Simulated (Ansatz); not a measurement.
## Al₃GaN₄: an electron-density study

Space group Pm; the calculation finds a residual pressure of about −4 GPa at this fixed cell. The cell comes from a database of computed structures, not from a measurement.

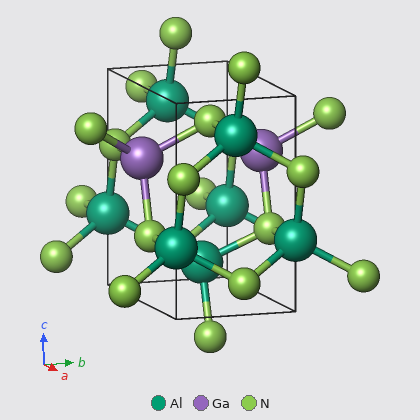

The conventional cell.

Input

```
crystal:
  lattice:
    - [5.0376935905, 0.0, 0.0]
    - [0.0, 3.12543778, 0.0]
    - [-0.0033559659, 0.0, 5.4111720837]
  atoms:
    - { symbol: Al, position: [0.50009873, 0.5, 0.16728039] }
    - { symbol: Al, position: [0.00076357, 0.5, 0.83496431] }
    - { symbol: Al, position: [0.00088655, 0.0, 0.3315828] }
    - { symbol: Ga, position: [0.49971489, 0.0, 0.66616374] }
    - { symbol: "N", position: [0.11013543, 0.0, 0.66629554] }
    - { symbol: "N", position: [0.12258652, 0.5, 0.16717386] }
    - { symbol: "N", position: [0.62590355, 0.5, 0.84127752] }
    - { symbol: "N", position: [0.62350976, 0.0, 0.32526284] }
basis:
  ecutwfc: 420
  fft_grid_basis: typed
kpoints:
  mp_grid: { grid: [6, 8, 6] }
hamiltonian:
  xc: lda
scf:
  occupations: { method: gaussian, width: 0.05 }
output:
  forces: true
  stress: true
  eigenvalues: true
  bader: true
  write_density: true
  volumetric_format: npy
  elf: true
```

Command:

```sh
ansatz run input.yaml --threads 2 --pin off --max-ram 4096MiB --backend cpu --events-out ev --progress --plain --runs-dir out
```

The picture shows the conventional cell (a = 5.04 Å, b = 3.13 Å, c = 5.41 Å, α = 90.00°, β = 90.04°, γ = 90.00°).

Level of theory: DFT LDA, scalar-relativistic, plane waves, PAW (Ansatz).

Core electrons are frozen (PAW), so the maps are meaningful between the atoms, not at the nuclei.

### 1. Bonding charge

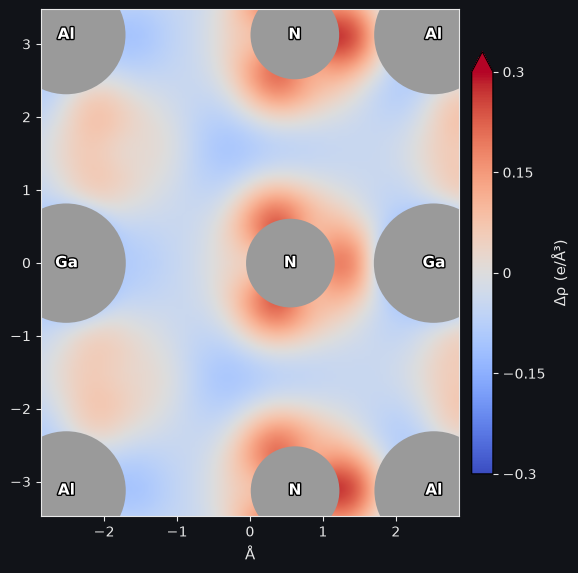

*Deformation density (self-consistent density less superposed neutral spherical atoms): a map on the (011̄) plane of the conventional cell, with grey discs over the atomic cores. Cores are masked to 0.8 Å (Al), 0.8 Å (Ga) and 0.6 Å (N).*

**What does the deformation density say about the bonding?**

Al–N (1.87 Å): Δρ is +0.2 e/Å³ at the midpoint (close to a masked core, so read it with care). Ga–N (1.93 Å): Δρ is +0.12 e/Å³ at the midpoint (close to a masked core, so read it with care). Over the whole cell, outside the masked cores, the largest gain lies at the edge of the masked core of N, and the largest loss lies at the edge of the masked core of Al. The rearranged charge, half the integral of |Δρ|, is about 0.31 e an atom. Bader charges: Al +2.40, Ga +1.50 and N −2.40 to −1.96 e.

### 2. One group of states

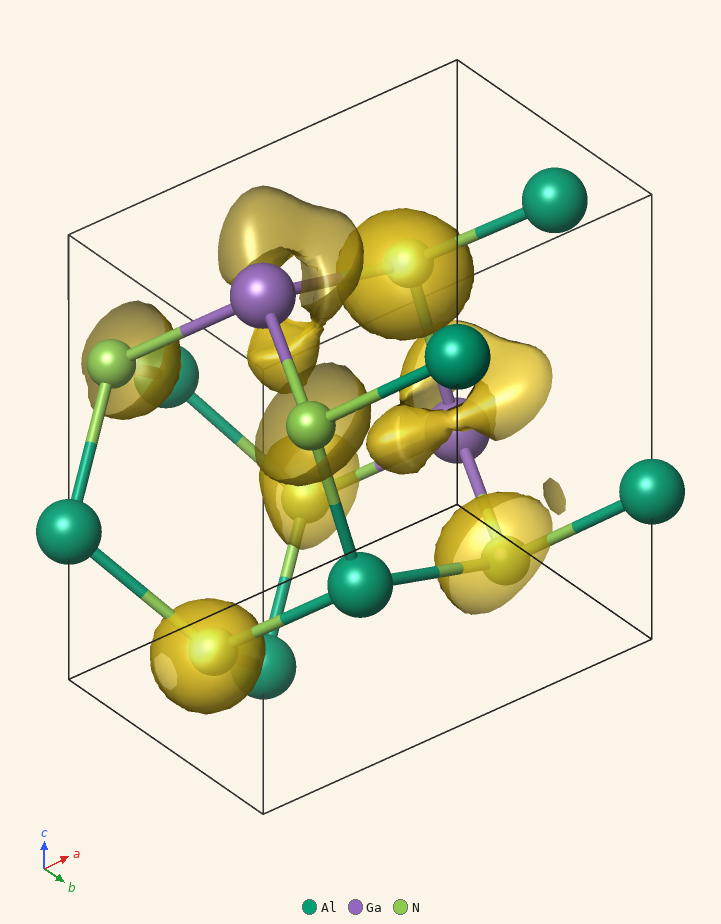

Density of the Kohn–Sham states from +3.6 to +4.2 eV about the valence-band maximum (the bottom of the conduction band), scaled to one electron a cell: yellow surface at 0.03 1/Å³, in the conventional cell seen at an oblique angle.

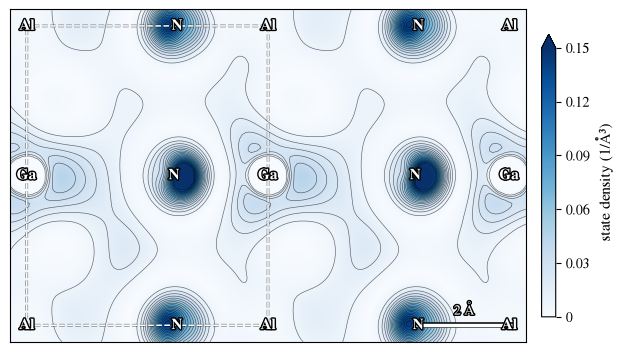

The same field as a map on the (011) plane of the conventional cell.

**What is the character of these states?**

Löwdin projections on the PAW files' atomic orbitals give N 2s (45 %), Al 3s (20 %) and Ga 4s (20 %).
In space (atomic cells sized by Bader volumes) the density divides as N about 80 %, Ga about 15 % and Al little. The two measures disagree here: the projection uses a minimal set of atomic orbitals, while the spatial cells share out diffuse density by volume.
It nearly vanishes midway along the shortest Ga–N contact.

### 3. Doping

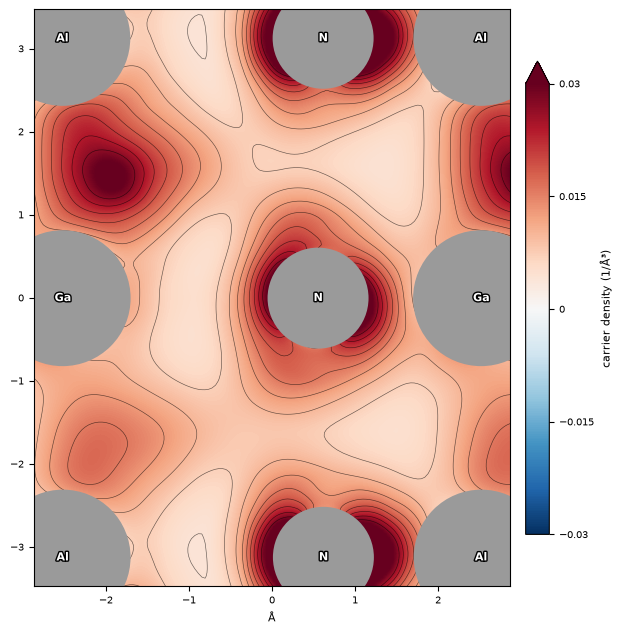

*Where the hole sits when 0.2 electron is taken from the 8-atom cell of the calculation (uniform compensating background, atoms fixed); the change of density for each carrier, counted positive where the carrier is: a map on the (011̄) plane of the conventional cell, with grey discs over the atomic cores. Cores are masked to 0.8 Å (Al), 0.8 Å (Ga) and 0.6 Å (N).*

**On which atoms does the carrier sit?**

Summed over atomic cells sized by the Bader volumes, the hole divides as N about 85 %, Ga about 10 % and Al little; the most favoured element is N, which fills 75 % of the volume.
- Over the whole cell, outside the cores, it is densest 0.7 Å from a nitrogen nucleus and 1.4 Å from a gallium one.
- The counter-flow of charge adds up to under 0.1 e for each carrier.
- These are shares of the net change, screening included; the states that take the carrier can be more concentrated.

### 4. Putting it together

Charge passes from Al (Pauling electronegativity 1.61, the largest loss an atom) to N (3.04, the largest gain), the direction that the scale predicts; the Bader charges fall short of whole formal charges, as they usually do. The hole favours N (85 % of it on 75 % of the volume), in line with the top of the valence band, which is mainly N 2p. A carrier enters the states at the band edge, and screening then spreads part of it over the cell.

Run times: 70 s (base cell), 11 s (state densities) and 67 s (hole), on 2 threads of Arm Neoverse V1 (shared host).
